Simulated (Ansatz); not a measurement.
**Geometry relaxation, with input and output: Ga5O8 (charge −1) (part 5 of 5)**

The same run, continued: Ga5O8 (defect cell, 39 atoms in the cell, total charge −1); DFT PBE, scalar-relativistic, plane waves, PAW, spin-polarised (Ansatz 0.2.0); cutoff 420 eV, 2×2×2 k-mesh, Gaussian smearing of 0.02 eV, collinear spins. The structure derives from a Materials Project entry. It belongs to a series of runs on one base structure; here: V_Ga, charge -1, atoms relaxed at the host's cell.

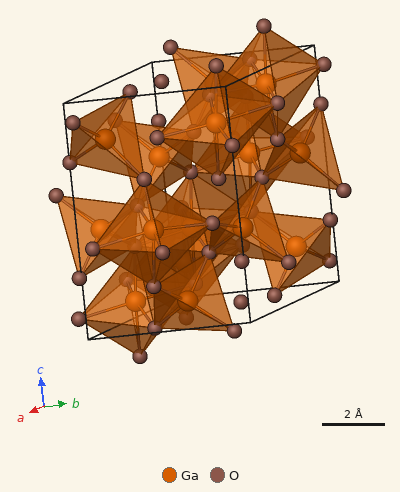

**Figure 1.** The geometry at step 4 of the log (polyhedral view of the cell of the calculation, seen slightly off an axis; polyhedra are completed across the faces of the cell).

Trajectory as extended XYZ, continued:
```
39
Lattice="-4.8291 -1.5416 -5.7152 -6.2271 4.6249 -0.0062 1.3980 6.1665 -5.7089" Properties=species:S:1:pos:R:3:forces:R:3 step=2 energy=-70361.23694
Ga   -6.3300    3.0939   -7.5434   -0.0447   0.1376   0.0785
Ga   -1.4971    1.5439   -1.7994    0.0307   0.0103  -0.0133
Ga   -6.3384    9.2288   -7.5412   -0.0848  -0.1719   0.1701
Ga   -3.2954    0.0077   -3.8958   -0.0556  -0.1095  -0.0615
Ga   -8.0584    7.6587   -9.5622   -0.0178  -0.0193   0.0340
Ga   -3.1954    6.2122   -3.8439   -0.2208  -0.0604  -0.0766
Ga   -3.2872    3.0747   -3.9113    0.0245   0.1245  -0.0689
Ga   -6.2574    4.6156   -4.5589    0.0164   0.1387  -0.3214
Ga   -6.2556    1.5714   -4.5350    0.0086  -0.0275   0.0683
Ga   -4.8377    4.6029  -10.2487    0.1374   0.0111  -0.0199
Ga   -6.2126    7.7364   -4.5268    0.0879  -0.1415  -0.1501
Ga   -3.3509    1.5412   -6.8984    0.0103   0.0032  -0.0412
Ga   -4.8121    4.6143   -1.2065    0.0359   0.0013   0.0980
Ga   -3.3744    7.6905   -6.8541   -0.1254  -0.1211   0.0395
Ga   -3.4050    4.6299   -6.9100   -0.1380   0.2500   0.1326
O    -4.4098    6.1803   -7.1300    0.1550  -0.1194  -0.0433
O    -4.4022    3.0880   -7.1468   -0.0087  -0.0598  -0.0144
O    -5.7769    6.1668   -1.5147   -0.0401  -0.0121   0.0484
O    -5.8017    3.0493   -1.4426    0.0119   0.0550  -0.0144
O    -3.8847    6.1763   -9.8518    0.0199   0.0149  -0.0922
O    -3.7666    3.0905   -9.9866   -0.0614   0.0303   0.0042
O    -5.2090    6.1570   -4.4565   -0.0577   0.0009   0.1242
O    -5.2138    3.1040   -4.2501    0.0050  -0.0763   0.0254
O    -7.5856    4.6683   -3.2221    0.0053   0.0405   0.0000
O    -6.2154    7.9296   -9.0029    0.0121  -0.0015  -0.0663
O    -6.1837    4.4003   -9.0109   -0.0735  -0.0508   0.1001
O    -1.3467    3.0419   -3.2110   -0.0198  -0.0393   0.0062
O    -8.4182    6.1410   -8.3233    0.0865   0.1132  -0.1567
O    -3.4784    4.5819   -2.5370   -0.0100  -0.0334   0.0658
O    -3.4413    1.5487   -2.4855    0.0316  -0.0015  -0.0175
O    -2.0692    4.6763   -8.2243    0.0272  -0.0169  -0.0181
O    -2.8243    7.7057   -5.0860    0.0491   0.0543  -0.0220
O    -2.9200    4.6079   -5.1096   -0.0694  -0.0048   0.0685
O    -2.9934    1.5284   -5.0754    0.0248   0.0132   0.0013
O    -9.2103    3.1073   -5.1138   -0.0654  -0.0161   0.0334
O    -0.4156    6.1856   -6.3479   -0.0144   0.0278   0.0101
O    -7.0068    7.9598   -6.1957    0.1449   0.1036  -0.0785
O    -7.0162    4.3699   -6.2406    0.1943  -0.0289   0.1421
O    -6.6628    1.5236   -6.3493   -0.0123  -0.0184   0.0256
39
Lattice="-4.8291 -1.5416 -5.7152 -6.2271 4.6249 -0.0062 1.3980 6.1665 -5.7089" Properties=species:S:1:pos:R:3:forces:R:3 step=3 energy=-70361.25188
Ga   -6.3308    3.1077   -7.5383   -0.0622  -0.0943   0.0461
Ga   -1.5074    1.5455   -1.7952   -0.0465  -0.0163   0.0404
Ga   -6.3448    9.2159   -7.5308   -0.0593   0.0546   0.0581
Ga   -3.2940    0.0042   -3.9001    0.0136   0.0338  -0.0308
Ga   -8.0631    7.6675   -9.5653    0.0091  -0.1334  -0.0706
Ga   -3.2241    6.2017   -3.8474    0.1123   0.1156  -0.0862
Ga   -3.2796    3.0755   -3.9175    0.0348  -0.0014  -0.0191
Ga   -6.2374    4.6305   -4.5579   -0.0744  -0.1530   0.0588
Ga   -6.2572    1.5736   -4.5352    0.0267  -0.0464  -0.1035
Ga   -4.8481    4.6004  -10.2457    0.0230   0.0324  -0.1050
Ga   -6.1942    7.7097   -4.5309   -0.0884   0.1724   0.0275
Ga   -3.3481    1.5404   -6.9093    0.0472   0.0327   0.0502
Ga   -4.8166    4.6158   -1.1938    0.0209  -0.0135   0.0377
Ga   -3.3885    7.6921   -6.8625    0.0814  -0.0662   0.0741
Ga   -3.4174    4.6372   -6.9018    0.0062   0.0892   0.0636
O    -4.4083    6.1782   -7.1551    0.0460  -0.0338  -0.0506
O    -4.4042    3.0837   -7.1438    0.0021   0.0075  -0.0195
O    -5.7922    6.1682   -1.4760    0.0172  -0.0091  -0.0258
O    -5.8093    3.0583   -1.4421    0.0066   0.0201  -0.0028
O    -3.8807    6.1748   -9.8868    0.0341  -0.0117   0.0158
O    -3.7803    3.0884   -9.9883    0.0156   0.0300   0.0078
O    -5.1818    6.1528   -4.4138   -0.1844  -0.0348   0.0412
O    -5.2090    3.0993   -4.2470   -0.0085   0.0020   0.0075
O    -7.5826    4.6732   -3.2147    0.1160  -0.0112  -0.1224
O    -6.2148    7.9332   -9.0140   -0.0455   0.0257   0.0866
O    -6.1987    4.4000   -9.0074   -0.0551  -0.0160   0.0473
O    -1.3447    3.0351   -3.2102    0.0934   0.0263  -0.0907
O    -8.4223    6.1549   -8.3444   -0.0075  -0.0130   0.0438
O    -3.4854    4.5855   -2.5222    0.0631   0.0078   0.0402
O    -3.4476    1.5496   -2.4996   -0.0535  -0.0195   0.0225
O    -2.0712    4.6674   -8.2191   -0.0221  -0.0092   0.0184
O    -2.8136    7.7090   -5.0986   -0.1392   0.0138   0.0324
O    -2.9261    4.6062   -5.1037   -0.0691   0.0036   0.0242
O    -2.9600    1.5283   -5.0867   -0.0691  -0.0012  -0.0011
O    -9.2038    3.1062   -5.1072   -0.0601  -0.0030   0.0243
O    -0.4699    6.1876   -6.3390    0.1634  -0.0664  -0.0612
O    -6.9466    7.9227   -6.2127    0.0063   0.0428  -0.0296
O    -6.9552    4.4015   -6.2404   -0.0146  -0.0177  -0.0133
O    -6.7006    1.5285   -6.3454    0.1209   0.0611  -0.0365
39
Lattice="-4.8291 -1.5416 -5.7152 -6.2271 4.6249 -0.0062 1.3980 6.1665 -5.7089" Properties=species:S:1:pos:R:3:forces:R:3 step=4 energy=-70361.26950
Ga   -6.3337    3.0992   -7.5336    0.0064   0.0257  -0.0355
Ga   -1.4956    1.5441   -1.8102    0.0152  -0.0061   0.0392
Ga   -6.3473    9.2217   -7.5320    0.0077  -0.0342   0.0198
Ga   -3.2925    0.0056   -3.9027    0.0025  -0.0411   0.0483
Ga   -8.0624    7.6569   -9.5609   -0.0415   0.0254  -0.0225
Ga   -3.2264    6.2042   -3.8453   -0.0307   0.0144  -0.0371
Ga   -3.2811    3.0806   -3.9130   -0.0201   0.0041   0.0044
Ga   -6.2426    4.6130   -4.5596    0.0208   0.0654  -0.0174
Ga   -6.2517    1.5633   -4.5337    0.0199   0.0443  -0.0157
Ga   -4.8400    4.6043  -10.2474   -0.0011  -0.0383  -0.0167
Ga   -6.2046    7.7286   -4.5347    0.0115  -0.0535  -0.0411
Ga   -3.3428    1.5493   -6.9102   -0.0376  -0.0321   0.0016
Ga   -4.8185    4.6117   -1.1930   -0.0213   0.0124   0.0102
Ga   -3.3827    7.6848   -6.8592   -0.0142   0.0584  -0.0235
Ga   -3.4237    4.6478   -6.8985    0.0158  -0.0416   0.0003
O    -4.4094    6.1824   -7.1712   -0.0356   0.0078   0.0038
O    -4.3995    3.0903   -7.1583   -0.0082  -0.0155   0.0208
O    -5.7782    6.1697   -1.4979   -0.0022   0.0195   0.0292
O    -5.8036    3.0516   -1.4474   -0.0099  -0.0018   0.0072
O    -3.8788    6.1714   -9.8674    0.0068   0.0224  -0.0150
O    -3.7772    3.0925   -9.9807    0.0250  -0.0119   0.0050
O    -5.2145    6.1549   -4.3909    0.0046  -0.0056  -0.0224
O    -5.2122    3.0930   -4.2342    0.0187  -0.0243  -0.0126
O    -7.5843    4.6661   -3.2297   -0.0068   0.0383   0.0081
O    -6.2190    7.9406   -9.0199    0.0007  -0.0215   0.0121
O    -6.2011    4.3880   -9.0189   -0.0119   0.0160   0.0193
O    -1.3484    3.0436   -3.2214   -0.0110  -0.0359   0.0124
O    -8.4045    6.1515   -8.3327   -0.0182   0.0192  -0.0008
O    -3.4777    4.5793   -2.5101    0.0396   0.0026   0.0028
O    -3.4386    1.5456   -2.4877    0.0018   0.0013  -0.0278
O    -2.0728    4.6745   -8.2080    0.0393  -0.0132  -0.0374
O    -2.8354    7.7032   -5.0925   -0.0005   0.0144  -0.0093
O    -2.9596    4.6177   -5.0973   -0.0004  -0.0058   0.0308
O    -2.9918    1.5333   -5.0837    0.0427  -0.0077   0.0048
O    -9.2255    3.1025   -5.1038    0.0162  -0.0008   0.0255
O    -0.4221    6.1872   -6.3469    0.0070   0.0098  -0.0046
O    -6.9477    7.9310   -6.2195   -0.0053   0.0240   0.0193
O    -6.9509    4.4028   -6.2474   -0.0164  -0.0444   0.0209
O    -6.6617    1.5228   -6.3481   -0.0092   0.0099  -0.0064
39
Lattice="-4.8291 -1.5416 -5.7152 -6.2271 4.6249 -0.0062 1.3980 6.1665 -5.7089" Properties=species:S:1:pos:R:3:forces:R:3 step=5 energy=-70361.27232
Ga   -6.3308    3.1022   -7.5430   -0.0352  -0.0225   0.0202
Ga   -1.4945    1.5434   -1.8042   -0.0025  -0.0013   0.0082
Ga   -6.3447    9.2167   -7.5309   -0.0051  -0.0069   0.0074
Ga   -3.2868    0.0035   -3.8955   -0.0099   0.0284  -0.0057
Ga   -8.0681    7.6594   -9.5654    0.0276  -0.0021   0.0150
Ga   -3.2292    6.2089   -3.8485   -0.0052  -0.0098  -0.0233
Ga   -3.2784    3.0801   -3.9132   -0.0004  -0.0065  -0.0055
Ga   -6.2404    4.6129   -4.5616   -0.0074   0.0042   0.0269
Ga   -6.2529    1.5674   -4.5376    0.0069   0.0009  -0.0132
Ga   -4.8439    4.6056  -10.2467    0.0004  -0.0021  -0.0043
Ga   -6.2031    7.7243   -4.5382   -0.0310  -0.0133  -0.0220
Ga   -3.3468    1.5477   -6.9041    0.0084   0.0094   0.0112
Ga   -4.8152    4.6152   -1.1886    0.0152  -0.0058  -0.0358
Ga   -3.3845    7.6889   -6.8662   -0.0041  -0.0040  -0.0051
Ga   -3.4179    4.6459   -6.8977    0.0077  -0.0022   0.0166
O    -4.4063    6.1807   -7.1779    0.0057   0.0035   0.0141
O    -4.4024    3.0910   -7.1451   -0.0003   0.0062  -0.0124
O    -5.7800    6.1709   -1.4876    0.0117  -0.0131   0.0044
O    -5.8037    3.0558   -1.4473    0.0036   0.0072   0.0139
O    -3.8745    6.1747   -9.8798    0.0060  -0.0145   0.0157
O    -3.7825    3.0930   -9.9779    0.0152   0.0031  -0.0077
O    -5.2115    6.1523   -4.4047   -0.0128   0.0063  -0.0023
O    -5.2072    3.0912   -4.2387   -0.0133   0.0113  -0.0054
O    -7.5775    4.6677   -3.2241   -0.0064   0.0093  -0.0079
O    -6.2181    7.9332   -9.0183   -0.0086  -0.0017   0.0022
O    -6.2034    4.4035   -9.0116    0.0088  -0.0096  -0.0070
O    -1.3447    3.0420   -3.2193    0.0130   0.0036  -0.0039
O    -8.4186    6.1556   -8.3370    0.0044  -0.0124   0.0034
O    -3.4784    4.5812   -2.5136    0.0068  -0.0023   0.0135
O    -3.4371    1.5461   -2.4912   -0.0120  -0.0076  -0.0046
O    -2.0685    4.6717   -8.2110   -0.0102   0.0001  -0.0079
O    -2.8388    7.7071   -5.0978   -0.0124   0.0034   0.0108
O    -2.9549    4.6192   -5.0950    0.0003   0.0044  -0.0027
O    -2.9722    1.5307   -5.0816   -0.0122   0.0040   0.0034
O    -9.2190    3.1017   -5.0995   -0.0119  -0.0117  -0.0011
O    -0.4262    6.1864   -6.3458    0.0042  -0.0101  -0.0002
O    -6.9551    7.9326   -6.2179    0.0273   0.0207   0.0074
O    -6.9756    4.3759   -6.2350    0.0276   0.0227  -0.0183
O    -6.6667    1.5240   -6.3510    0.0003   0.0107   0.0021
39
Lattice="-4.8291 -1.5416 -5.7152 -6.2271 4.6249 -0.0062 1.3980 6.1665 -5.7089" Properties=species:S:1:pos:R:3:forces:R:3 step=6 energy=-70361.27334
Ga   -6.3349    3.1015   -7.5404    0.0161  -0.0001  -0.0088
Ga   -1.4948    1.5433   -1.8029    0.0006   0.0078  -0.0088
Ga   -6.3457    9.2186   -7.5324    0.0008  -0.0060   0.0132
Ga   -3.2901    0.0046   -3.8978   -0.0029  -0.0003   0.0007
Ga   -8.0643    7.6577   -9.5628   -0.0105   0.0119  -0.0018
Ga   -3.2289    6.2076   -3.8522    0.0068  -0.0007  -0.0042
Ga   -3.2807    3.0793   -3.9126    0.0126  -0.0055  -0.0023
Ga   -6.2422    4.6152   -4.5593   -0.0018   0.0051  -0.0030
Ga   -6.2519    1.5671   -4.5376    0.0064  -0.0031   0.0045
Ga   -4.8405    4.6024  -10.2479    0.0039  -0.0005  -0.0009
Ga   -6.2048    7.7245   -4.5382   -0.0075   0.0012  -0.0054
Ga   -3.3462    1.5481   -6.9060    0.0010  -0.0062   0.0003
Ga   -4.8137    4.6137   -1.1910   -0.0065   0.0097   0.0072
Ga   -3.3859    7.6894   -6.8646   -0.0045   0.0006  -0.0047
Ga   -3.4190    4.6445   -6.8977    0.0018  -0.0019   0.0008
O    -4.4079    6.1807   -7.1689    0.0004  -0.0038  -0.0060
O    -4.4021    3.0899   -7.1513   -0.0039   0.0022   0.0031
O    -5.7790    6.1695   -1.4871   -0.0010  -0.0014   0.0011
O    -5.8046    3.0565   -1.4463    0.0042  -0.0025  -0.0004
O    -3.8764    6.1730   -9.8760    0.0019   0.0063   0.0012
O    -3.7787    3.0906   -9.9792    0.0051   0.0006  -0.0046
O    -5.2125    6.1538   -4.4003    0.0035  -0.0051  -0.0008
O    -5.2100    3.0933   -4.2376    0.0031  -0.0017  -0.0017
O    -7.5811    4.6698   -3.2251    0.0006  -0.0017  -0.0079
O    -6.2168    7.9341   -9.0175   -0.0019  -0.0032  -0.0001
O    -6.2021    4.3966   -9.0168   -0.0150   0.0020   0.0053
O    -1.3452    3.0398   -3.2200   -0.0059   0.0003   0.0108
O    -8.4145    6.1523   -8.3359    0.0037  -0.0014   0.0028
O    -3.4755    4.5798   -2.5122   -0.0022   0.0037   0.0077
O    -3.4400    1.5463   -2.4910   -0.0022  -0.0056   0.0014
O    -2.0702    4.6717   -8.2118    0.0005   0.0004  -0.0016
O    -2.8390    7.7074   -5.0965    0.0030  -0.0039  -0.0066
O    -2.9567    4.6168   -5.0953   -0.0034   0.0108   0.0066
O    -2.9773    1.5323   -5.0824   -0.0036  -0.0076   0.0023
O    -9.2197    3.1012   -5.1009    0.0029   0.0029   0.0041
O    -0.4254    6.1860   -6.3463   -0.0013   0.0056  -0.0008
O    -6.9525    7.9370   -6.2174    0.0021   0.0019  -0.0046
O    -6.9622    4.3893   -6.2407   -0.0064  -0.0057   0.0024
O    -6.6671    1.5254   -6.3502   -0.0005  -0.0050  -0.0005
```

Key numbers:

- outcome: converged
- electrons treated: 340
- free energy: −70361.2733 eV
- Fermi energy: 7.044 eV
- gap on the k-point mesh: 0.05 eV
- net moment of the cell: 2.00 μB
- integrated absolute moment: 2.20 μB
- final volume: 438.55 Å³
- largest force (length of the vector) at the end: 0.018 eV/Å
- hardware: 8 threads of Arm Neoverse V2, 24 GiB of memory available, shared host
- wall time: 3.2 min (CPU time 24 min)
- peak memory: 3.5 GiB
